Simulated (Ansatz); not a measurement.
## What a change does: single-point calculation on Al$_{2}$O$_{3}$

System: Al$_{2}$O$_{3}$ (P-3m1, 5 atoms in the cell).
Method of run 1: DFT r2SCAN, scalar-relativistic, plane waves, PAW, no spin polarisation (Ansatz 0.2.0).

The structure derives from a Materials Project entry. Text and figures count atoms from 1; the logs count them from 0 in places.

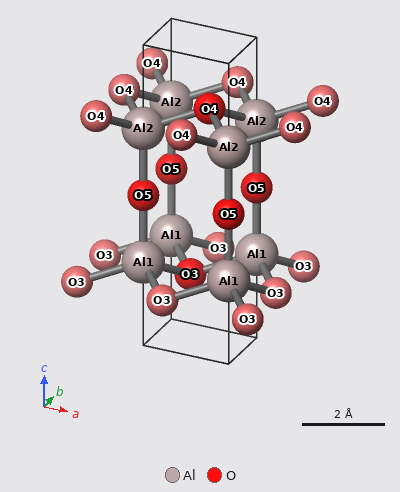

The structure as given in the input (ball-and-stick view of the cell of the calculation, seen slightly off an axis; neighbours outside the cell are drawn fainter; atoms are numbered from 1 in the order of the input). An atom can appear more than once, as a periodic image.

**The input, run 1**
```yaml
crystal:
  lattice:
    - [2.8967832423, 0.0, 0.0]
    - [-1.4483916211, 2.508687877, 0.0]
    - [0.0, 0.0, 7.5746360022]
  atoms:
    - { symbol: Al, position: [0.0, 0.0, 0.277951] }
    - { symbol: Al, position: [0.0, 0.0, 0.722049] }
    - { symbol: O, position: [0.3333333333, 0.6666666667, 0.199454] }
    - { symbol: O, position: [0.6666666667, 0.3333333333, 0.800546] }
    - { symbol: O, position: [0.0, 0.0, 0.5] }
basis:
  ecutwfc: 500
kpoints:
  mp_grid: { grid: [12, 12, 4] }
hamiltonian:
  xc: r2scan
scf:
  occupations: { method: gaussian, width: 0.05 }
output:
  forces: true
  stress: true
  eigenvalues: true
```

Launched with:
```bash
ansatz run input.yaml --threads 1 --pin off --max-ram 2560MiB --backend cpu --events-out ev --progress --plain --runs-dir out
```

Hardware: 1 thread of Intel Xeon @ 2.70GHz, 189 GiB of memory available, shared host.

**Output, shortened to warnings, some set-up lines, iterations and results (run 1)**
```
Basis set: ecut = 500 eV, 1395 PW (Γ), exchange–correlation on 96×96×240 points (64 copies of the dense FFT grid, shifted against one another)
Symmetry: 12 space group operations
k-points: 69 of 576
Initial density: superposition of atomic densities (neutral atoms: chi_scale 0, normalization atom), corrected by the library's trained network
[...]
SCF iter   1: F=—  HF=-2793.546180 eV  |F-HF|=—  |Δ(HF+E_count)|=         —  Δρ=6.91e-3  dr2=3.62e-2  dr2_τ=3.35e-1  ethr=1.77e-3  ⟨swp⟩=6.0  Hψ=7015  notcnv=0
SCF iter   2: F=—  HF=-2793.699595 eV  |F-HF|=—  |Δ(HF+E_count)|=   1.53e-1  Δρ=5.85e-3  dr2=1.02e-2  dr2_τ=1.84e-3  ethr=1.51e-4  ⟨swp⟩=3.0  Hψ=2993  notcnv=0  defer=69
SCF iter   3: F=—  HF=-2793.697914 eV  |F-HF|=—  |Δ(HF+E_count)|=   1.68e-3  Δρ=2.38e-3  dr2=1.90e-3  dr2_τ=2.91e-4  ethr=4.25e-5  ⟨swp⟩=2.0  Hψ=2069  notcnv=0
SCF iter   4: F=—  HF=-2793.697622 eV  |F-HF|=—  |Δ(HF+E_count)|=   2.92e-4  Δρ=9.22e-4  dr2=4.52e-4  dr2_τ=4.25e-5  ethr=7.91e-6  ⟨swp⟩=2.3  Hψ=2117  notcnv=0
SCF iter   5: F=—  HF=-2793.697519 eV  |F-HF|=—  |Δ(HF+E_count)|=   1.03e-4  Δρ=1.30e-4  dr2=6.14e-6  dr2_τ=1.37e-6  ethr=1.88e-6  ⟨swp⟩=2.8  Hψ=2249  notcnv=0
SCF iter   6: F=—  HF=-2793.697520 eV  |F-HF|=—  |Δ(HF+E_count)|=   1.46e-6  Δρ=5.33e-5  dr2=7.19e-7  dr2_τ=1.13e-7  ethr=2.56e-8  ⟨swp⟩=2.5  Hψ=1780  notcnv=0
SCF iter   7: F=-2793.697521 eV  HF=-2793.697521 eV  |F-HF|=3.67e-8  |Δ(HF+E_count)|=   5.36e-7  Δρ=1.63e-5  dr2=7.82e-8  dr2_τ=1.32e-8  ethr=4.17e-10  ⟨swp⟩=5.2  Hψ=5086  …
SCF 1 converged in 7 iterations: F = -2793.697521 eV  dr2 = 7.82e-8
SCF converged after 7 iterations
Free energy (F): -2793.697521 eV
Harris-Foulkes:  -2793.697521 eV  (|F-HF|=3.67e-8)
Internal energy: -2793.697521 eV  (E = F + TS)
E sigma→0 (E₀):  -2793.697521 eV
Fermi energy:    7.423245 eV
--- Per-component energies (eV) ---
  E_band       = -61.342249
  E_kinetic    = 593.222281
  E_local      = -1305.709160  (includes V_loc(G=0)·N_el)
  E_nonlocal   = 162.167470
  E_hartree    = 486.853804
  E_xc         = -298.746739
  E_vxc        = -387.178991  (∫ρ·V_xc dr)
  E_paw        = -1429.593487  (= ΣΔE_a)
  E_vpaw       = -121.657063  (= ΣTr[D̂ρ^β])
  E_aug_tail   = 0.003108  (compensation charges beyond the density's cutoff)
  E_vtau       = 24.108690  (kinetic-family band-sum trace: ∫τ·v_τ [+ j·A + Jᵃ·Aᵃ] dr)
  E_ewald      = -1001.678759
  E_core_change = -0.216039  (= ΣΔE_core)
  E_smearing   = -0.000000  (= −TS)
  E_closure    = 0.000000  (closes the sum)
  Σ components = -2793.697521   (vs F -2793.697521, Δ=0.00e0)
--- Forces (eV/Å), atoms counted from 1 ---
  atom   1  Al     0.00000000    -0.00000000     1.04030259
  atom   2  Al    -0.00000000     0.00000000    -1.04030259
  atom   3  O     -0.00000000     0.00000000    -0.37549406
  atom   4  O      0.00000000    -0.00000000     0.37549406
  atom   5  O      0.00000000     0.00000000     0.00000000
  max |Σ_I F_I| component: 2.78e-17 eV/Å
--- Stress (GPa, compression-positive) ---
       15.511448      -0.000000       0.000000
       -0.000000      15.511448      -0.000000
        0.000000      -0.000000      -4.844292
  P = ⅓ Tr σ = 8.7262 GPa (87.262 kbar)
```

For run 2 the input was changed thus:
```diff
-    - [0.0, 0.0, 7.5746360022]
+    - [0.0, 0.0, 6.968665122]
```

Predict how the results change.

With the same functional and potentials, run 2 lies 133.3 meV per atom higher. The gap on the mesh goes from 3.09 to 4.70 eV. The pressure goes from 8.73 to 33.08 GPa. The largest force goes from 1.040 to 4.287 eV/Å. The volume per atom goes from 11.01 to 10.13 Å³. The number of SCF iterations is the same. The plane waves at Γ go from 1395 to 1261.

**Output, shortened to warnings, some set-up lines, iterations and results (run 2)**
```
Basis set: ecut = 500 eV, 1261 PW (Γ), exchange–correlation on 96×96×216 points (64 copies of the dense FFT grid, shifted against one another)
Symmetry: 12 space group operations
k-points: 69 of 576
Initial density: superposition of atomic densities (neutral atoms: chi_scale 0, normalization atom), corrected by the library's trained network
[...]
SCF iter   1: F=—  HF=-2792.861937 eV  |F-HF|=—  |Δ(HF+E_count)|=         —  Δρ=6.68e-3  dr2=2.21e-2  dr2_τ=4.35e-1  ethr=1.77e-3  ⟨swp⟩=6.0  Hψ=7042  notcnv=0
SCF iter   2: F=—  HF=-2793.031654 eV  |F-HF|=—  |Δ(HF+E_count)|=   1.70e-1  Δρ=4.52e-3  dr2=4.01e-3  dr2_τ=8.90e-4  ethr=9.20e-5  ⟨swp⟩=3.0  Hψ=3009  notcnv=0  defer=69
SCF iter   3: F=—  HF=-2793.031232 eV  |F-HF|=—  |Δ(HF+E_count)|=   4.22e-4  Δρ=1.74e-3  dr2=7.48e-4  dr2_τ=1.11e-4  ethr=1.67e-5  ⟨swp⟩=2.8  Hψ=1695  notcnv=0
SCF iter   4: F=—  HF=-2793.031172 eV  |F-HF|=—  |Δ(HF+E_count)|=   6.06e-5  Δρ=7.43e-4  dr2=2.50e-4  dr2_τ=3.63e-5  ethr=3.12e-6  ⟨swp⟩=2.0  Hψ=1783  notcnv=0
SCF iter   5: F=—  HF=-2793.031102 eV  |F-HF|=—  |Δ(HF+E_count)|=   7.02e-5  Δρ=1.06e-4  dr2=3.89e-6  dr2_τ=3.77e-7  ethr=1.04e-6  ⟨swp⟩=2.0  Hψ=1677  notcnv=0
SCF iter   6: F=—  HF=-2793.031101 eV  |F-HF|=—  |Δ(HF+E_count)|=   5.49e-7  Δρ=4.40e-5  dr2=8.91e-7  dr2_τ=5.87e-8  ethr=1.62e-8  ⟨swp⟩=2.0  Hψ=1917  notcnv=0
SCF iter   7: F=-2793.031101 eV  HF=-2793.031101 eV  |F-HF|=1.49e-8  |Δ(HF+E_count)|=   4.58e-8  Δρ=1.06e-5  dr2=4.85e-8  dr2_τ=2.67e-9  ethr=4.17e-10  ⟨swp⟩=3.2  Hψ=4648  …
SCF 1 converged in 7 iterations: F = -2793.031101 eV  dr2 = 4.85e-8
SCF converged after 7 iterations
Free energy (F): -2793.031101 eV
Harris-Foulkes:  -2793.031101 eV  (|F-HF|=1.49e-8)
Internal energy: -2793.031101 eV  (E = F + TS)
E sigma→0 (E₀):  -2793.031101 eV
Fermi energy:    8.019191 eV
--- Per-component energies (eV) ---
  E_band       = -44.568971
  E_kinetic    = 602.380362
  E_local      = -1256.374130  (includes V_loc(G=0)·N_el)
  E_nonlocal   = 165.001315
  E_hartree    = 467.249002
  E_xc         = -300.956910
  E_vxc        = -389.886002  (∫ρ·V_xc dr)
  E_paw        = -1431.893121  (= ΣΔE_a)
  E_vpaw       = -124.222828  (= ΣTr[D̂ρ^β])
  E_aug_tail   = 0.003153  (compensation charges beyond the density's cutoff)
  E_vtau       = 24.039082  (kinetic-family band-sum trace: ∫τ·v_τ [+ j·A + Jᵃ·Aᵃ] dr)
  E_ewald      = -1038.224733
  E_core_change = -0.216039  (= ΣΔE_core)
  E_smearing   = -0.000000  (= −TS)
  E_closure    = 0.000000  (closes the sum)
  Σ components = -2793.031101   (vs F -2793.031101, Δ=0.00e0)
--- Forces (eV/Å), atoms counted from 1 ---
  atom   1  Al    -0.00000000     0.00000000    -4.28748422
  atom   2  Al     0.00000000    -0.00000000     4.28748422
  atom   3  O     -0.00000000     0.00000000    -1.16516491
  atom   4  O      0.00000000    -0.00000000     1.16516491
  atom   5  O      0.00000000    -0.00000000     0.00000000
  max |Σ_I F_I| component: 8.88e-16 eV/Å
--- Stress (GPa, compression-positive) ---
       19.519232       0.000000       0.000000
        0.000000      19.519232      -0.000000
        0.000000      -0.000000      60.213567
  P = ⅓ Tr σ = 33.0840 GPa (330.840 kbar)
```

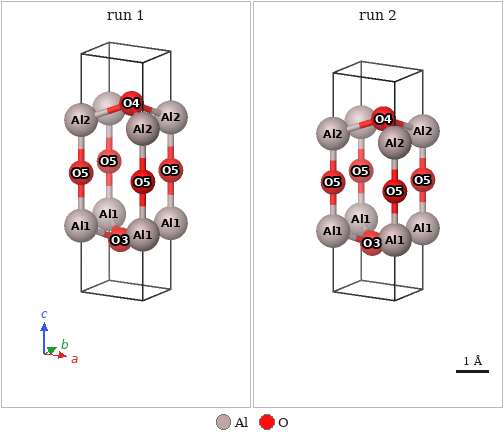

The two input geometries at one scale (ball-and-stick view of the cell of the calculation, seen slightly off an axis). The atoms keep their places relative to the cell (all moves are under 0.005 Å). The volume changes by −8.0 %, with a = b stay at 2.897 Å, c 7.575 → 6.969 Å (−8.0 %). Among the contacts that change: Al1–O5 1.682 → 1.547 Å, Al1–O3 1.775 → 1.760 Å.

**The two runs side by side**

```csv
quantity,run 1,run 2
outcome,converged,converged
free energy per atom (eV),−558.7395,−558.6062
gap on the mesh (eV),3.09,4.70
pressure (GPa),8.73,33.08
volume per atom (Å³),11.01,10.13
largest force (eV/Å),1.040,4.287
SCF iterations,7,7
irreducible k-points,69,69
plane waves at Γ,1395,1261
wall time (shared host),9.8 s,8.6 s
```
